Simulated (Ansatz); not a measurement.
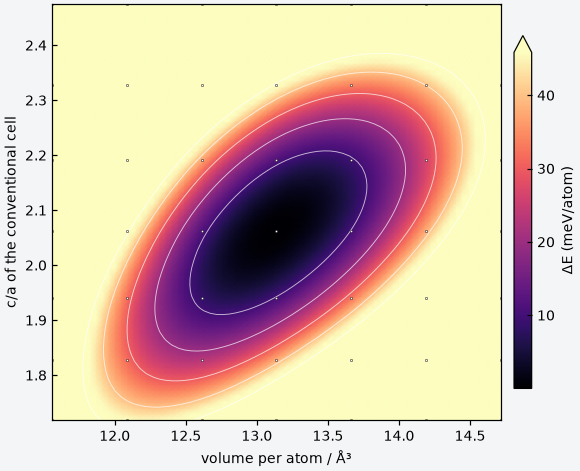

SnO₂ (R-3m, No. 166; 12 atoms in the cell). 
- The energy is mapped over volume and the cell's shape.
- The first coordinate is: volume per atom; the second: c/a of the conventional cell.
- Nothing is relaxed (fractional coordinates fixed).
- The grid has 7 × 7 points.
- Points are written as (first, second).
- All energies are given in meV/atom relative to the lowest grid point.
- Level of theory: DFT PBEsol, scalar-relativistic, plane waves, PAW (Ansatz 0.2.0). Settings: cutoff 520 eV, k-mesh 6×6×6, gaussian smearing 0.05 eV, no spin polarisation.

Drawn: a smooth colour map with a few white contour lines, dots at the grid points, one colour for all values above the top of the scale. Between grid points the surface is interpolated.

### Estimate the position of the minimum and the force constants in these coordinates.

The interpolated minimum is at volume per atom ≈ 13.14 Å³, c/a of the conventional cell ≈ 2.063. The curvatures there are about 0.95 eV/(Å³)² and 17 eV, with a cross term of about −2.4 eV/Å³ (per cell of 12 atoms). Round the minimum the valley is strongly tilted: raising volume per atom shifts the best value of c/a of the conventional cell upwards (coupling k₁₂/√(k₁₁k₂₂) about −0.6).

PAW datasets: the set soft_1.
